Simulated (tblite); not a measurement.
Run report: C₂H₂N, frequency calculation

C₂H₂N, multiplicity 2, computed with GFN2-xTB harmonic vibrations, gas phase (tblite 0.8.0).

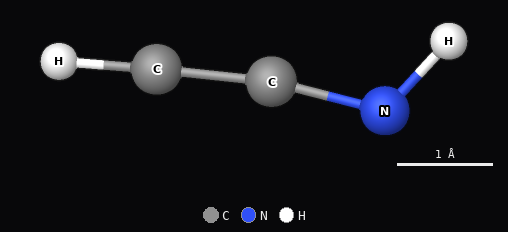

*The structure as given in the input (ball-and-stick view, seen at a tilt).*

Input file:
```
{"job": {"kind": "ir", "xc": "GFN2-xTB", "basis": "xTB"}, "charge": 0, "multiplicity": 2}
C     -1.922114    -0.418602    -0.204059
C     -0.820428     0.139127    -0.159633
N      0.358997     0.541113    -0.075056
H     -2.844454    -0.914312    -0.235543
H      0.559908     1.518405    -0.237315
```

The first line tells a small driver script what to run in tblite; the rest is the geometry in Å.

Hardware: 1 CPU thread, shared host.

Command:
```bash
OMP_NUM_THREADS=1 python <driver script> task.json out
```

The program's output:
```
mode    cm-1     km/mol
  1     190.2     34.60
  2     389.0      0.14
  3     474.5     16.18
  4     499.7     46.13
  5     994.7    161.80
  6    1297.0     42.30
  7    2102.1     73.18
  8    3391.5      7.48
  9    3397.7     13.81
ZPE 76.181  H(298)-E 89.809  G(298)-E 12.373 kJ/mol  S 259.72 J/(mol K)
```

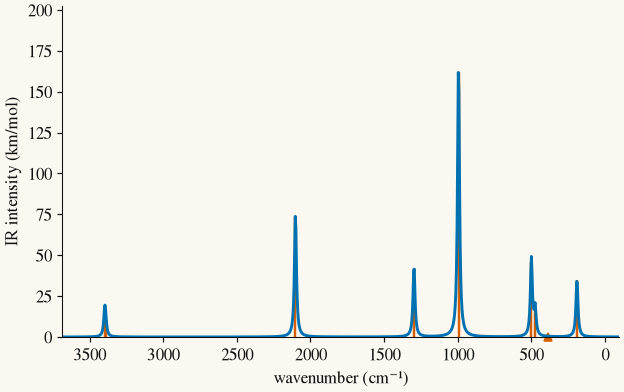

*Harmonic infrared spectrum, unscaled: sticks (degenerate modes added up, dark ones marked on the axis) with a Lorentzian envelope of 16 cm⁻¹ full width, scaled to the tallest stick.*

9 modes from 190 to 3398 cm⁻¹, none imaginary. The strongest line is at 995 cm⁻¹ (162 km/mol). All modes, in cm⁻¹ (km/mol): 190 (35), 389 (0.1), 474 (16.2), 500 (46), 995 (162), 1297 (42), 2102 (73), 3392 (7.5), 3398 (13.8).

Summary:

- outcome: converged
- total energy: −219.7576 eV
- zero-point energy: 18.2080 kcal/mol
- peak memory: 0.62 GiB
